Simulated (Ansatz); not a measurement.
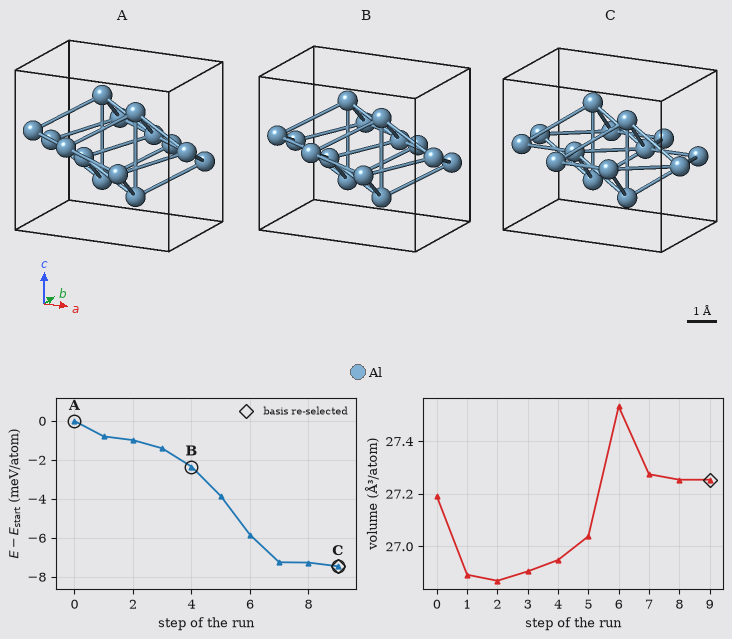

Frames of a relaxation of crystalline Al (a generated structure, set up in P-31m), marked on the history of the run. A ball-and-stick model of the cell of the calculation, seen from a free direction.

The calculation used Ansatz 0.2.0, DFT PBE, scalar-relativistic, plane waves, PAW.

Input
```yaml
crystal:
  lattice:
    - [7.482852323, 0.0, 0.0]
    - [-3.7414261615, 6.4803402045, 0.0]
    - [0.0, 0.0, 5.6073991815]
  atoms:
    - { symbol: Al, position: [0.3333333333, 0.6666666667, 0.2350507701] }
    - { symbol: Al, position: [0.3333333333, 0.6666666667, 0.7649492299] }
    - { symbol: Al, position: [0.6666666667, 0.3333333333, 0.7649492299] }
    - { symbol: Al, position: [0.6666666667, 0.3333333333, 0.2350507701] }
    - { symbol: Al, position: [0.3310825759, 0.0, 0.5606817749] }
    - { symbol: Al, position: [0.0, 0.3310825759, 0.5606817749] }
    - { symbol: Al, position: [0.6689174241, 0.6689174241, 0.5606817749] }
    - { symbol: Al, position: [0.0, 0.6689174241, 0.4393182251] }
    - { symbol: Al, position: [0.6689174241, 0.0, 0.4393182251] }
    - { symbol: Al, position: [0.3310825759, 0.3310825759, 0.4393182251] }
basis:
  ecutwfc: 420
kpoints:
  mp_grid: { grid: [6, 6, 8] }
hamiltonian:
  xc: pbe
scf:
  occupations: { method: gaussian, width: 0.1 }
output:
  forces: true
  stress: true
  eigenvalues: true
  write_density: true
  write_potential: true
  elf: true
  volumetric_format: npy
relax:
  adjacent_minimum: "off"
  f_tol: 0.01
  max_steps: 80
  cell: { stress_tol: 0.05 }
```

Run as
```bash
ansatz run input.yaml --threads 1 --pin off --max-ram 2560MiB --backend cpu --events-out ev --progress --plain --runs-dir out
```

Question: Describe the path.

Answer: The largest moves relative to the cell, 0.32 Å, are those of Al5, Al6, Al7, Al8, Al9 and Al10. Al5 goes along −c. The volume changes by +0.2 %, with a = b 7.483 → 7.705 Å (+3.0 %), c 5.607 → 5.301 Å (−5.5 %). Some distances before and after: Al1–Al2 2.971 → 2.720 Å, Al1–Al10 2.752 → 2.900 Å, Al5–Al9 2.618 → 2.549 Å, Al1–Al2 (another image) 2.636 → 2.580 Å. Bond angles that change, for instance: Al2–Al7–Al8 170.8° → 152.3°, Al2–Al7–Al9 71.1° → 63.7°, Al8–Al7–Al9 113.3° → 120.0°. The space group (tolerance 0.01 Å) goes from P-31m (No. 162) to P6/mmm (No. 191). Over 8 accepted moves (9 points after the start) the energy falls by 7.5 meV per atom. The largest force component goes from 0.034 to 0.001 eV/Å. Pressure: −0.31 GPa at the start and 0.01 GPa at the end. The SCF was repeated once at an unchanged geometry on a basis and grid sized afresh for the cell, which shifted the energy by 0.2 meV per atom at most. The run took 7.2 min on 1 thread of Intel(R) Xeon(R) Processor @ 2.50GHz (Skylake/Cascade Lake), with other jobs on the host, peak memory 0.62 GiB. From step 0 to 4: Al atoms move most (0.06 Å), volume −0.9 %, energy −2.3 meV per atom. From step 4 to 9: Al atoms move most (0.26 Å), volume +1.1 %, energy −5.1 meV per atom.

| step | E − E(0), meV/atom | largest force component, eV/Å | pressure, GPa | volume, Å³/atom | note |
| --- | --- | --- | --- | --- | --- |
| 0 | 0.00 | 0.0338 | -0.31 | 27.191 |  |
| 1 | -0.79 | 0.0181 | 0.07 | 26.892 |  |
| 2 | -0.98 | 0.0185 | 0.05 | 26.869 |  |
| 3 | -1.40 | 0.0309 | 0.02 | 26.905 |  |
| 4 | -2.34 | 0.0488 | 0.06 | 26.948 |  |
| 5 | -3.85 | 0.0540 | 0.06 | 27.039 |  |
| 6 | -5.84 | 0.1508 | -0.41 | 27.533 |  |
| 7 | -7.25 | 0.0121 | -0.03 | 27.275 |  |
| 8 | -7.26 | 0.0011 | 0.00 | 27.254 |  |
| 9 | -7.45 | 0.0010 | 0.01 | 27.254 | same geometry, new basis |
